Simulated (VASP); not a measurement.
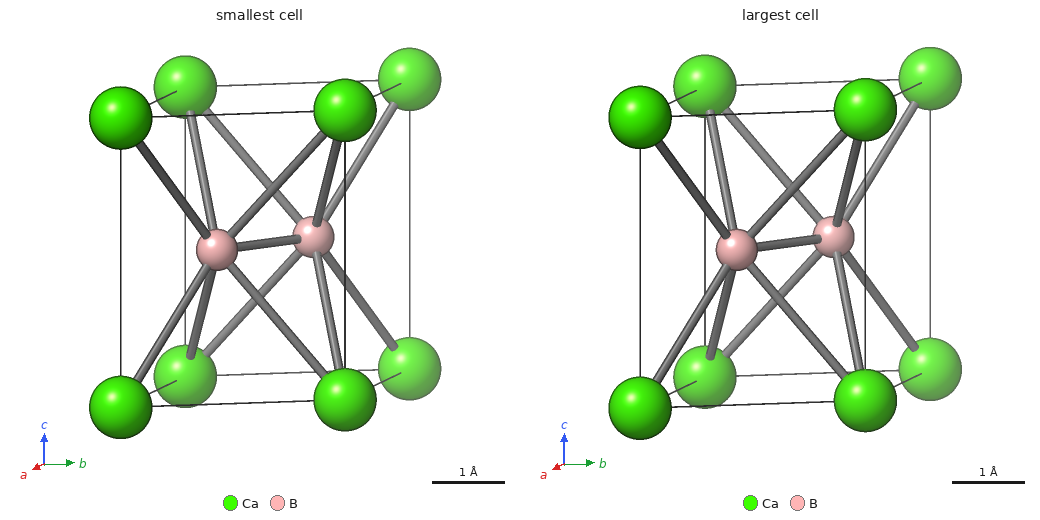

CaB2, AlB₂ type, space group P6/mmm (No. 191), relaxed (cell and atoms, zero pressure) with four choices of dispersion term on top of r2SCAN; the smallest and the largest of the relaxed conventional cells are drawn to one scale (sticks follow a distance rule). The start was a structure listed in the Materials Project. It needn't be the stable form of this composition.

Alike in all runs: VASP 6.6.1; functional r2SCAN; VASP's PAW PBE potentials, release 64 (Ca_sv, B); cutoff 600 eV; k mesh 9 × 9 × 7 on the run's cell of 3 atoms; occupations fermi-dirac, width 0.05 eV; no spin polarisation; no spin-orbit coupling. All runs are metallic.

```tsv
level	volume (Å³/atom)	a (Å)	c (Å)
D4	12.12	3.216	4.061
none	12.25	3.224	4.082
D3(BJ)	?	?	?
rVV10	12.19	3.220	4.072
```

What does D3(BJ) give?

Answer. Volume 12.07 Å³/atom; a 3.209 Å; c 4.062 Å. That is the smallest volume of all.

Order the levels by the relaxed volume, smallest first.

Answer. D3(BJ) (12.07 Å³/atom), D4 (12.12 Å³/atom), rVV10 (12.19 Å³/atom), none (12.25 Å³/atom). Rows within a few tenths of a per cent can't be told apart.

Caveat: the potentials were made with another functional, which shifts all volumes alike; pairwise dispersion terms can overbind metals strongly.
